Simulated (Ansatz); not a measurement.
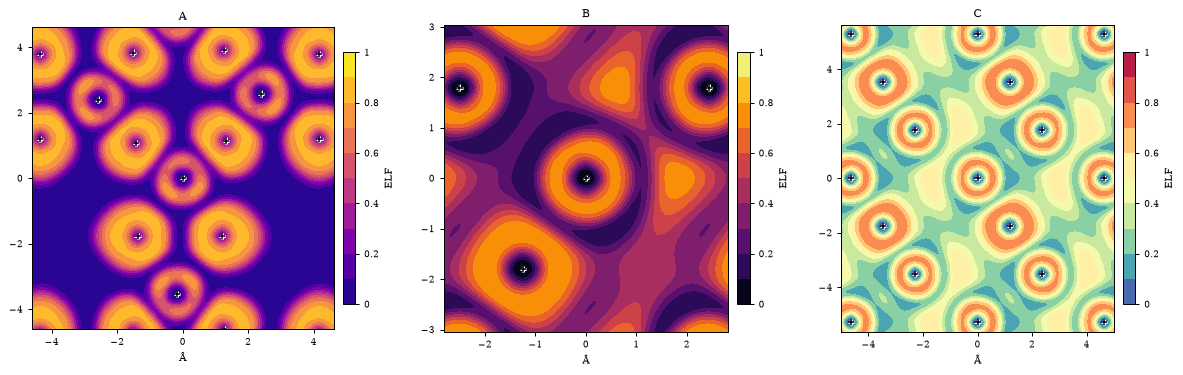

The ELF of 3 systems, each on a plane through atoms (crosses mark nuclei in the plane).

Method: DFT r2SCAN, scalar-relativistic, plane waves, PAW in Ansatz.

System 1: W₂C, the (010) plane of the calculation cell. Space group P-3m1.

```yaml
crystal:
  lattice:
    - [0.00000, 0.00000, -4.64964]
    - [-4.57524, -2.64152, 0.00000]
    - [0.00000, 5.28303, 0.00000]
  atoms:
    - { symbol: W, position: [0.74577, 0.66667, 0.66667] }
    - { symbol: W, position: [0.74577, 0.00000, 0.33333] }
    - { symbol: W, position: [0.74577, 0.33333, 0.00000] }
    - { symbol: W, position: [0.25423, 0.33333, 0.33333] }
    - { symbol: W, position: [0.25423, 0.66667, 0.00000] }
    - { symbol: W, position: [0.25423, 0.00000, 0.66667] }
    - { symbol: C, position: [0.00000, 0.00000, 0.00000] }
    - { symbol: C, position: [0.00000, 0.33333, 0.66667] }
    - { symbol: C, position: [0.00000, 0.66667, 0.33333] }
```

System 2: TiO₂, the (001) plane of the conventional cell. Space group I4/m; a structure from a database of computed crystals, not necessarily the ambient phase; changed on purpose from its base cell (equal strain along all axes, cell held, atoms relaxed: -2.0 %); computed pressure about 14 GPa in this cell; computed without spin polarisation.

```
Ti O
1.0
     8.52385    0.00000    0.00000
     0.00000   -8.52385    0.00000
     0.00000    0.00000   -3.68652
Ti O
8 16
Direct
  0.01074 0.70742 0.00000
  0.51074 0.20742 0.50000
  0.20742 0.48926 0.50000
  0.70742 0.98926 0.00000
  0.79258 0.51074 0.50000
  0.29258 0.01074 0.00000
  0.48926 0.79258 0.50000
  0.98926 0.29258 0.00000
  0.15118 0.50057 0.00000
  0.65118 0.00057 0.50000
  0.34225 0.33369 0.50000
  0.84225 0.83369 0.00000
  0.00057 0.34882 0.50000
  0.50057 0.84882 0.00000
  0.16631 0.84225 0.00000
  0.66631 0.34225 0.50000
  0.33369 0.65775 0.50000
  0.83369 0.15775 0.00000
  0.99943 0.65118 0.50000
  0.49943 0.15118 0.00000
  0.65775 0.66631 0.50000
  0.15775 0.16631 0.00000
  0.34882 0.99943 0.50000
  0.84882 0.49943 0.00000
```

System 3: Ta₂C, the (110) plane of the conventional cell. Space group P-3m1.

```
Ta C
1.0
     3.11016    0.00000    0.00000
    -1.55508    2.69348    0.00000
     0.00000    0.00000    4.94230
Ta C
2 1
Direct
  0.33333 0.66667 0.25356
  0.66667 0.33333 0.74644
  0.00000 0.00000 0.00000
```

> Which map belongs to which system?

Panel A is system 2, TiO₂: the plane holds Ti and O. Ti–O (1.75 Å): the ELF peaks at about 0.80 in the valence shell of O, 0.5 Å from its nucleus, and is about 0.25 at the midpoint: no localised pair shows between them. Panel B is system 3, Ta₂C: the plane holds Ta and C. Ta–C (2.19 Å): the ELF peaks at about 0.75 in the valence shell of C, 0.7 Å from its nucleus, and is about 0.25 at the midpoint. Panel C is system 1, W₂C: the plane holds W and C. W–C (2.12 Å): the ELF peaks at about 0.75 in the valence shell of C, 0.6 Å from its nucleus, and is about 0.30 at the midpoint.
